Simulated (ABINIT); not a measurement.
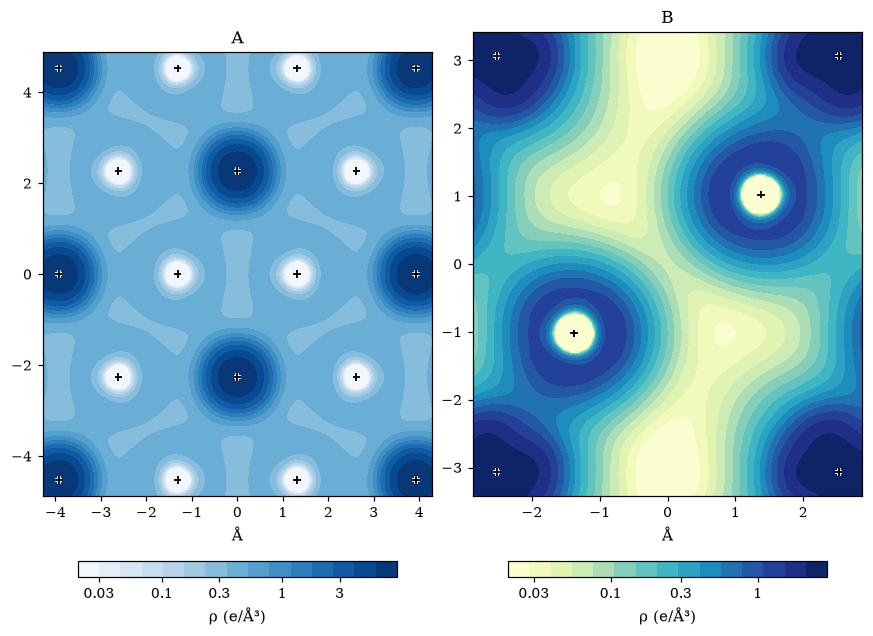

The valence charge density (pseudo) of 2 systems, each on a plane through atoms (crosses mark nuclei in the plane).

The calculation used Kohn-Sham DFT of a periodic cell, PBE, spin-orbit coupling, JTH PAW PBE v2.0 in ABINIT.

System 1: Si2Mo, the (11̄0) plane of the conventional cell. Space group I4/mmm; computed pressure about 2 GPa in this cell.

```
Mo Si
1.0
     3.20000    0.00000    0.00000
     0.00000    3.20000    0.00000
     0.00000    0.00000    7.86100
Mo Si
2 4
Direct
  0.00000 0.00000 0.00000
  0.50000 0.50000 0.50000
  0.00000 0.00000 0.66700
  0.50000 0.50000 0.16700
  0.00000 0.00000 0.33300
  0.50000 0.50000 0.83300
```

System 2: PtS2, the (110) plane of the conventional cell. Space group P-3m1; not relaxed (largest force 1.4 eV/Å); computed pressure about 12 GPa in this cell.

```
CELL_PARAMETERS angstrom
3.54320 0.00000 0.00000
-1.77160 3.06850 0.00000
0.00000 0.00000 5.03880
ATOMIC_POSITIONS crystal
Pt 0.00000 0.00000 0.00000
S 0.66667 0.33333 0.77300
S 0.33333 0.66667 0.22700
```

Q: Match each panel to its system.

A: Panel A is system 1, Si2Mo: the plane holds Mo and Si. Si–Mo (2.62 Å): ρ at the midpoint is about 0.4 e/Å³. Panel B is system 2, PtS2: the plane holds Pt and S. Pt–S (2.34 Å): ρ at the midpoint is about 0.69 e/Å³.
